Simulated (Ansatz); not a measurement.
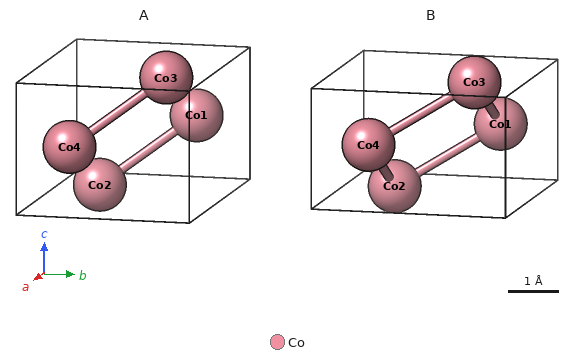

Two geometries of a crystal of Co (built on the random type) (coarse preliminary run), drawn at one scale. One is the start of a relaxation, the other its converged end. Style: ball-and-stick. Shown: the cell of the calculation, slightly off an axis.

All numbers below come from DFT PBE, scalar-relativistic, plane waves, PAW (Ansatz 0.2.0). Set-up: plane-wave cutoff 420 eV; k-point mesh 4 × 6 × 6; occupations gaussian; smearing width 0.1 eV; collinear spin; cell and atoms relaxed; force threshold 0.04 eV/Å; at most 70 steps.

Which geometry has the lower energy?

Structure B is the relaxed one. Case: random cell with space group Pnma (No. 62). The largest moves relative to the cell, 0.059 Å, are those of Co1, Co2, Co3 and Co4. Co2 goes roughly along −c. Cell: a 5.017 → 4.335 Å (−13.6 %), b 3.614 → 4.049 Å (+12.0 %), c 2.716 → 2.483 Å (−8.6 %). Volume −11.5 %. Among the contacts that change: Co1–Co3 2.915 → 2.498 Å, Co1–Co3 (another image) 2.794 → 2.497 Å, Co1–Co1 2.716 → 2.483 Å, Co1–Co2 2.410 → 2.488 Å. The space group (tolerance 0.01 Å) goes from Pnma (No. 62) to Cmcm (No. 63). Over 5 accepted moves (7 points after the start) the energy falls by 1.267 eV per cell of the calculation. Largest force component: 0.17 eV/Å at the start, 0.0016 eV/Å at the end. Pressure: −11.72 GPa at the start and −0.14 GPa at the end. The SCF was repeated twice at an unchanged geometry on a basis and grid sized afresh for the cell, which shifted the energy by 12.8 meV per cell of the calculation at most. The run took about 80 core-seconds on a shared host.

Limits of the set-up: the k-point mesh is coarse for a cell with partly filled bands.
